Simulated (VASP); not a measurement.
# Optical-spectrum calculation of C (part 2 of 4)

Continued. System: C (slab, 8 atoms in the cell). Method: Kohn-Sham DFT of a periodic cell, PW91 with D3(BJ), VASP PAW PBE potentials, recommended, no spin polarisation (VASP 6.6.1); cutoff 520 eV, 12×12×1 k-mesh, Gaussian smearing of 0.05 eV. The structure derives from an entry of the Crystallography Open Database. It belongs to a series of runs on one base structure; here: the (0 0 1) slab of C, cut from the database cell, not relaxed.

Geometry of the input (Å; fractional positions):
```
2.4561  0.0000  0.0000
-1.2280  2.1270  0.0000
0.0000  0.0000  25.0946
C  0.6667  0.3333  0.2989
C  0.3333  0.6667  0.3010
C  0.3333  0.6667  0.4322
C  0.0000  0.0000  0.4344
C  0.0000  0.0000  0.5656
C  0.6667  0.3333  0.5678
C  0.6667  0.3333  0.6990
C  0.3333  0.6667  0.7011
```

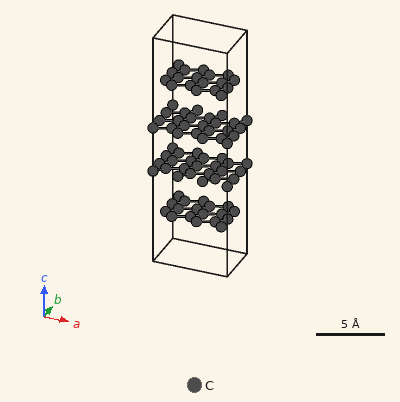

The input geometry (ball-and-stick view of the 3 × 3 repeat of the cell, with the vacuum cut short, seen slightly off an axis).

**Parts of OUTCAR, continued**
```
 k-point     5 :       0.3333    0.0000    0.0000
  band No.  band energies     occupation
      1     -16.5611      2.00000
      2     -16.4959      2.00000
      3     -16.4158      2.00000
      4     -16.3519      2.00000
      5      -9.1776      2.00000
      6      -9.1427      2.00000
      7      -9.1006      2.00000
      8      -9.0676      2.00000
      9      -5.2949      2.00000
     10      -5.2810      2.00000
     11      -5.2646      2.00000
     12      -5.2519      2.00000
     13      -4.8103      2.00000
     14      -4.4078      2.00000
     15      -3.8764      2.00000
     16      -3.4112      2.00000
     17       5.0833      0.00000
     18       5.2629      0.00000
     19       5.5373      0.00000
     20       5.7885      0.00000
     21       7.5012      0.00000
     22       7.6208      0.00000
     23       8.2025      0.00000
     24       8.3001      0.00000
     25       8.4062      0.00000
     26       8.4797      0.00000
     27       8.7779      0.00000
     28       9.2984      0.00000

 [... the levels of 13 k-points are left out ...]

 k-point    19 :       0.3333    0.3333    0.0000
  band No.  band energies     occupation
      1     -12.1328      2.00000
      2     -12.1314      2.00000
      3     -12.1314      2.00000
      4     -12.0787      2.00000
      5     -12.0787      2.00000
      6     -12.0357      2.00000
      7     -12.0341      2.00000
      8     -12.0341      2.00000
      9     -10.0936      2.00000
     10     -10.0936      2.00000
     11     -10.0910      2.00000
     12     -10.0909      2.00000
     13       0.1255      2.00000
     14       0.1341      2.00000
     15       0.1341      2.00000
     16       0.5236      1.00000
     17       0.5236      1.00000
     18       0.8943      0.00000
     19       0.9060      0.00000
     20       0.9060      0.00000
     21      10.9832      0.00000
     22      10.9832      0.00000
     23      10.9895      0.00000
     24      11.1108      0.00000
     25      13.1325      0.00000
     26      13.1325      0.00000
     27      13.3424      0.00000
     28      13.7850      0.00000
 [bands above 28 left out]

------------------------ aborting loop because EDIFF is reached ----------------------------------------

 vacuum level on the upper side and lower side of the slab       (xc-potential included)         0.005         0.005

 Edisp (eV)   -0.82708

 E8    (eV) :    -0.3550

  FORCE on cell =-STRESS in cart. coord.  units (eV):
  Direction    XX          YY          ZZ          XY          YZ          ZX
  --------------------------------------------------------------------------------------
  -------------------------------------------------------------------------------------
  Total       2.19669     2.19669     0.07397    -0.00000     0.00000     0.00000
  in kB      26.84684    26.84684     0.90404    -0.00000     0.00000     0.00000
  external pressure =       18.20 kB  Pullay stress =        0.00 kB

 VOLUME and BASIS-vectors are now :
 -----------------------------------------------------------------------------
  energy-cutoff  :      520.00
  volume of cell :      131.09
      direct lattice vectors                 reciprocal lattice vectors
     2.456052693  0.000000000  0.000000000     0.407157388  0.235072428  0.000000000
    -1.228026347  2.127004025  0.000000000     0.000000000  0.470144855  0.000000000
     0.000000000  0.000000000 25.094584692     0.000000000  0.000000000  0.039849235

 POSITION                                       TOTAL-FORCE (eV/Angst)
 -----------------------------------------------------------------------------------
      1.22803      0.70900      7.50000         0.000000      0.000000      0.863481
     -0.00000      1.41800      7.55355         0.000000     -0.000000     -0.895558
     -0.00000      1.41800     10.84701         0.000000     -0.000000      0.861076
      0.00000      0.00000     10.90056        -0.000000     -0.000000     -0.856076
      0.00000      0.00000     14.19402         0.000000      0.000000      0.856076
      1.22803      0.70900     14.24757        -0.000000      0.000000     -0.861076
      1.22803      0.70900     17.54103        -0.000000      0.000000      0.895558
     -0.00000      1.41800     17.59458        -0.000000     -0.000000     -0.863481
 -----------------------------------------------------------------------------------
    total drift:                                0.000000     -0.000000      0.000000

  FREE ENERGIE OF THE ION-ELECTRON SYSTEM (eV)
  ---------------------------------------------------
  free  energy   TOTEN  =       -74.5418692310 eV

  energy  without entropy=      -74.5410856343  energy(sigma->0) =      -74.54147743

 vacuum level on the upper side and lower side of the slab         4.819         4.819

 electrical conductivity sigma (Mega S m-1) (frequency dependency in vasprun.xml)
  --------------------------------------------------------------------------------------
       0.000      -0.000       0.000
      -0.000       0.000       0.000
       0.000       0.000       0.000

  frequency dependent IMAGINARY DIELECTRIC FUNCTION (independent particle, no local field effects) density-density
     E(ev)      X         Y         Z        XY        YZ        ZX
  --------------------------------------------------------------------------------------------------------------
     0.00000     0.00000     0.00000     0.00000     0.00000     0.00000     0.00000
     0.60876    18.76713    18.76713     0.87731    -0.00000     0.00000     0.00000
     1.21751     1.94340     1.94340     0.15275    -0.00000     0.00000     0.00000
     1.82627     3.03431     3.03431     0.17631    -0.00000     0.00000     0.00000
     2.43503     5.96944     5.96944     0.11903    -0.00000     0.00000     0.00000
     3.04379     6.23800     6.23800     0.42557    -0.00000     0.00000     0.00000
     3.65254     3.53958     3.53958     0.17959    -0.00000     0.00000    -0.00000
     4.26130     6.42831     6.42831     0.37770    -0.00000     0.00000     0.00000
     4.87006     2.82949     2.82949     0.15933    -0.00000     0.00000    -0.00000
     5.47882     1.27476     1.27476     0.08864    -0.00000     0.00000    -0.00000
     6.08757     0.84457     0.84457     0.05545    -0.00000     0.00000    -0.00000
     6.69633     0.66745     0.66745     0.10580    -0.00000    -0.00000     0.00000
     7.30509     0.24523     0.24523     0.06831    -0.00000    -0.00000     0.00000
     7.91385     0.20742     0.20742     0.05563    -0.00000    -0.00000     0.00000
     8.52260     0.25625     0.25625     0.09505    -0.00000    -0.00000     0.00000
     9.13136     0.12341     0.12341     0.10342    -0.00000    -0.00000     0.00000
     9.74012     0.11332     0.11332     0.29150    -0.00000    -0.00000    -0.00000
    10.34888     0.18395     0.18395     2.12805    -0.00000     0.00000    -0.00000
    10.95763     0.38513     0.38513     2.52383    -0.00000     0.00000    -0.00000
    11.56639     1.16408     1.16408     4.68766    -0.00000     0.00000     0.00000
    12.17515     1.96762     1.96762     4.51260    -0.00000     0.00000     0.00000
    12.78391     3.64388     3.64388     1.53664    -0.00000     0.00000    -0.00000
    13.39266     3.19830     3.19830     2.73366    -0.00000     0.00000    -0.00000
    14.00142     5.92095     5.92095     2.66218    -0.00000     0.00000     0.00000
    14.61018     3.14424     3.14424     2.71684    -0.00000    -0.00000    -0.00000
    15.21894     4.29431     4.29431     1.04652    -0.00000     0.00000    -0.00000
    15.82769     0.85106     0.85106     0.83028    -0.00000    -0.00000    -0.00000
    16.43645     1.52273     1.52273     0.34746    -0.00000    -0.00000    -0.00000
    17.04521     0.55719     0.55719     0.29576    -0.00000     0.00000    -0.00000
    17.65397     1.14739     1.14739     0.29996    -0.00000     0.00000    -0.00000
    18.26272     2.27341     2.27341     0.17923    -0.00000    -0.00000    -0.00000
    18.87148     0.42068     0.42068     0.27738    -0.00000    -0.00000    -0.00000
    19.48024     0.54962     0.54962     0.21957    -0.00000     0.00000     0.00000
    20.08900     0.28330     0.28330     0.30976    -0.00000    -0.00000     0.00000
    20.69775     0.33312     0.33312     0.46718    -0.00000     0.00000    -0.00000
    21.30651     0.26855     0.26855     0.35631    -0.00000     0.00000    -0.00000
    21.91527     0.71486     0.71486     0.29497    -0.00000    -0.00000    -0.00000
    22.52403     0.72812     0.72812     0.49518    -0.00000     0.00000    -0.00000
    23.13278     0.28599     0.28599     0.37027    -0.00000     0.00000     0.00000
    23.74154     0.14126     0.14126     0.47049    -0.00000    -0.00000    -0.00000
    24.35030     0.15888     0.15888     0.32143    -0.00000    -0.00000    -0.00000
    24.95906     0.37189     0.37189     0.40936    -0.00000    -0.00000     0.00000
    25.56781     0.25998     0.25998     0.32649    -0.00000    -0.00000     0.00000
    26.17657     0.21363     0.21363     0.35747    -0.00000    -0.00000    -0.00000
    26.78533     0.19073     0.19073     0.40969    -0.00000    -0.00000     0.00000
    27.39409     0.17198     0.17198     0.45668    -0.00000    -0.00000     0.00000
    28.00284     0.13456     0.13456     0.41794    -0.00000     0.00000    -0.00000
    28.61160     0.09158     0.09158     0.43536    -0.00000     0.00000     0.00000
    29.22036     0.11345     0.11345     0.55242    -0.00000    -0.00000     0.00000
    29.82912     0.12467     0.12467     0.49696    -0.00000    -0.00000    -0.00000
    30.43787     0.15415     0.15415     0.40374    -0.00000     0.00000     0.00000
    31.04663     0.11023     0.11023     0.41758    -0.00000    -0.00000    -0.00000
    31.65539     0.08853     0.08853     0.26203    -0.00000     0.00000     0.00000
    32.26415     0.08428     0.08428     0.20965    -0.00000    -0.00000     0.00000
    32.87290     0.08660     0.08660     0.15761    -0.00000    -0.00000    -0.00000
    33.48166     0.09261     0.09261     0.09767    -0.00000     0.00000     0.00000
    34.09042     0.09521     0.09521     0.07604    -0.00000     0.00000     0.00000
    34.69918     0.08215     0.08215     0.05716    -0.00000    -0.00000    -0.00000
    35.30793     0.08487     0.08487     0.04062    -0.00000     0.00000     0.00000
    35.91669     0.08761     0.08761     0.03372    -0.00000     0.00000    -0.00000
    36.52545     0.05169     0.05169     0.02415    -0.00000     0.00000     0.00000
    37.13421     0.04510     0.04510     0.02065    -0.00000     0.00000    -0.00000
    37.74296     0.06519     0.06519     0.01760    -0.00000     0.00000     0.00000
    38.35172     0.05323     0.05323     0.02239    -0.00000     0.00000    -0.00000
    38.96048     0.02710     0.02710     0.01444    -0.00000    -0.00000    -0.00000
    39.56924     0.04868     0.04868     0.00933    -0.00000    -0.00000     0.00000
    40.17799     0.03697     0.03697     0.00991    -0.00000     0.00000     0.00000
    40.78675     0.01226     0.01226     0.01893    -0.00000     0.00000    -0.00000
    41.39551     0.00856     0.00856     0.01379    -0.00000     0.00000     0.00000
    42.00427     0.03072     0.03072     0.01499    -0.00000     0.00000     0.00000
    42.61302     0.02487     0.02487     0.01127    -0.00000     0.00000    -0.00000
    43.22178     0.00929     0.00929     0.00422    -0.00000    -0.00000    -0.00000
    43.83054     0.01163     0.01163     0.00842    -0.00000     0.00000    -0.00000
    44.43929     0.01014     0.01014     0.00478    -0.00000     0.00000    -0.00000
    45.04805     0.00267     0.00267     0.00396    -0.00000    -0.00000     0.00000
    45.65681     0.00230     0.00230     0.01102    -0.00000    -0.00000    -0.00000
    46.26557     0.00123     0.00123     0.00421    -0.00000    -0.00000    -0.00000
    46.87432     0.00106     0.00106     0.00168    -0.00000    -0.00000    -0.00000
    47.48308     0.00094     0.00094     0.00102    -0.00000    -0.00000    -0.00000
    48.09184     0.00095     0.00095     0.00104    -0.00000    -0.00000     0.00000
    48.70060     0.00080     0.00080     0.00150    -0.00000    -0.00000    -0.00000
    49.30935     0.00073     0.00073     0.00074    -0.00000    -0.00000    -0.00000
    49.91811     0.00069     0.00069     0.00080    -0.00000     0.00000    -0.00000
    50.52687     0.00065     0.00065     0.00063    -0.00000     0.00000    -0.00000
    51.13563     0.00062     0.00062     0.00056    -0.00000     0.00000    -0.00000
    51.74438     0.00058     0.00058     0.00052    -0.00000     0.00000    -0.00000
    52.35314     0.00056     0.00056     0.00050    -0.00000     0.00000    -0.00000
    52.96190     0.00053     0.00053     0.00047    -0.00000     0.00000    -0.00000
    53.57066     0.00051     0.00051     0.00045    -0.00000     0.00000    -0.00000
    54.17941     0.00048     0.00048     0.00043    -0.00000     0.00000    -0.00000
    54.78817     0.00046     0.00046     0.00041    -0.00000     0.00000    -0.00000
    55.39693     0.00044     0.00044     0.00039    -0.00000     0.00000    -0.00000
    56.00569     0.00043     0.00043     0.00037    -0.00000     0.00000    -0.00000
    56.61444     0.00041     0.00041     0.00036    -0.00000     0.00000    -0.00000
    57.22320     0.00039     0.00039     0.00034    -0.00000     0.00000    -0.00000
    57.83196     0.00038     0.00038     0.00033    -0.00000     0.00000    -0.00000
    58.44072     0.00036     0.00036     0.00031    -0.00000     0.00000    -0.00000
    59.04947     0.00035     0.00035     0.00030    -0.00000     0.00000    -0.00000
    59.65823     0.00034     0.00034     0.00029    -0.00000     0.00000    -0.00000
    60.26699     0.00032     0.00032     0.00028    -0.00000     0.00000    -0.00000

  frequency dependent      REAL DIELECTRIC FUNCTION (independent particle, no local field effects) density-density
     E(ev)        X           Y           Z          XY          YZ          ZX
  --------------------------------------------------------------------------------------------------------------
     0.00000    48.58352    48.58352     2.89646    -0.00000     0.00000     0.00000
     0.60876    -5.42107    -5.42107     3.67608     0.00000     0.00000     0.00000
     1.21751    -0.82820    -0.82820     1.68983     0.00000     0.00000     0.00000
     1.82627     7.58053     7.58053     2.23680    -0.00000     0.00000     0.00000
     2.43503     3.00558     3.00558     2.02002    -0.00000    -0.00000    -0.00000
     3.04379     2.75698     2.75698     1.93485    -0.00000     0.00000    -0.00000
     3.65254     0.27755     0.27755     1.99855     0.00000    -0.00000     0.00000
     4.26130    -1.29365    -1.29365     1.88583     0.00000     0.00000    -0.00000
     4.87006    -1.11538    -1.11538     1.80755     0.00000    -0.00000    -0.00000
     5.47882    -1.01562    -1.01562     1.94579     0.00000    -0.00000    -0.00000
     6.08757    -0.16605    -0.16605     2.04688     0.00000    -0.00000     0.00000
     6.69633     0.36471     0.36471     2.14884     0.00000    -0.00000    -0.00000
     7.30509     0.87287     0.87287     2.29582     0.00000    -0.00000     0.00000
     7.91385     1.18838     1.18838     2.37611    -0.00000    -0.00000    -0.00000
     8.52260     1.40071     1.40071     2.58878    -0.00000    -0.00000    -0.00000
     9.13136     1.69530     1.69530     2.87799    -0.00000     0.00000    -0.00000
     9.74012     2.04382     2.04382     3.53115    -0.00000    -0.00000    -0.00000
    10.34888     2.50237     2.50237     3.81743    -0.00000     0.00000    -0.00000
    10.95763     2.90493     2.90493     3.96010    -0.00000     0.00000     0.00000
    11.56639     3.35411     3.35411     2.92656    -0.00000     0.00000    -0.00000
    12.17515     3.18597     3.18597     1.05581    -0.00000    -0.00000     0.00000
    12.78391     2.21685     2.21685     1.04694    -0.00000    -0.00000    -0.00000
    13.39266     3.20381     3.20381     1.21927    -0.00000    -0.00000     0.00000
    14.00142     0.73244     0.73244     0.63026     0.00000     0.00000    -0.00000
    14.61018     1.27404     1.27404    -0.56103    -0.00000     0.00000    -0.00000
    15.21894    -2.22457    -2.22457    -0.95322     0.00000    -0.00000    -0.00000
    15.82769    -0.91818    -0.91818    -0.31356     0.00000     0.00000    -0.00000
    16.43645     0.33029     0.33029    -0.24077     0.00000    -0.00000    -0.00000
    17.04521    -0.23479    -0.23479     0.25776     0.00000    -0.00000     0.00000
    17.65397     1.31275     1.31275     0.34064    -0.00000     0.00000    -0.00000
    18.26272    -0.90872    -0.90872     0.54656     0.00000    -0.00000    -0.00000
    18.87148    -0.74906    -0.74906     0.54789     0.00000     0.00000     0.00000
    19.48024    -0.31352    -0.31352     0.78095     0.00000    -0.00000     0.00000
    20.08900    -0.01422    -0.01422     0.90810     0.00000     0.00000    -0.00000
    20.69775     0.35719     0.35719     0.53710     0.00000    -0.00000     0.00000
    21.30651     0.44683     0.44683     0.62948     0.00000    -0.00000     0.00000
    21.91527     0.32806     0.32806     0.88641     0.00000     0.00000    -0.00000
    22.52403     0.09111     0.09111     0.77960     0.00000    -0.00000     0.00000
    23.13278    -0.03506    -0.03506     0.92330     0.00000    -0.00000     0.00000
    23.74154     0.26689     0.26689     0.72342     0.00000    -0.00000     0.00000
    24.35030     0.44232     0.44232     0.86088     0.00000    -0.00000     0.00000
    24.95906     0.54537     0.54537     0.64967     0.00000    -0.00000     0.00000
    25.56781     0.40545     0.40545     0.84126     0.00000     0.00000    -0.00000
    26.17657     0.35874     0.35874     0.85210     0.00000    -0.00000     0.00000
    26.78533     0.45035     0.45035     0.99708     0.00000    -0.00000     0.00000
    27.39409     0.48137     0.48137     0.88054     0.00000     0.00000     0.00000
    28.00284     0.45854     0.45854     0.68774     0.00000     0.00000     0.00000
    28.61160     0.52038     0.52038     0.82136     0.00000     0.00000     0.00000
    29.22036     0.55755     0.55755     0.54515     0.00000     0.00000    -0.00000
    29.82912     0.58115     0.58115     0.79829     0.00000     0.00000    -0.00000
    30.43787     0.61494     0.61494     0.57542     0.00000    -0.00000     0.00000
    31.04663     0.59261     0.59261     0.47282     0.00000     0.00000    -0.00000
    31.65539     0.61204     0.61204     0.53616     0.00000    -0.00000     0.00000
    32.26415     0.66047     0.66047     0.46171     0.00000    -0.00000    -0.00000
    32.87290     0.66863     0.66863     0.55703     0.00000     0.00000    -0.00000
    33.48166     0.67917     0.67917     0.56473     0.00000     0.00000     0.00000
    34.09042     0.66846     0.66846     0.60780     0.00000    -0.00000    -0.00000
    34.69918     0.67862     0.67862     0.60729     0.00000     0.00000    -0.00000
    35.30793     0.72962     0.72962     0.66767     0.00000     0.00000    -0.00000
    35.91669     0.68384     0.68384     0.68719     0.00000    -0.00000     0.00000
```
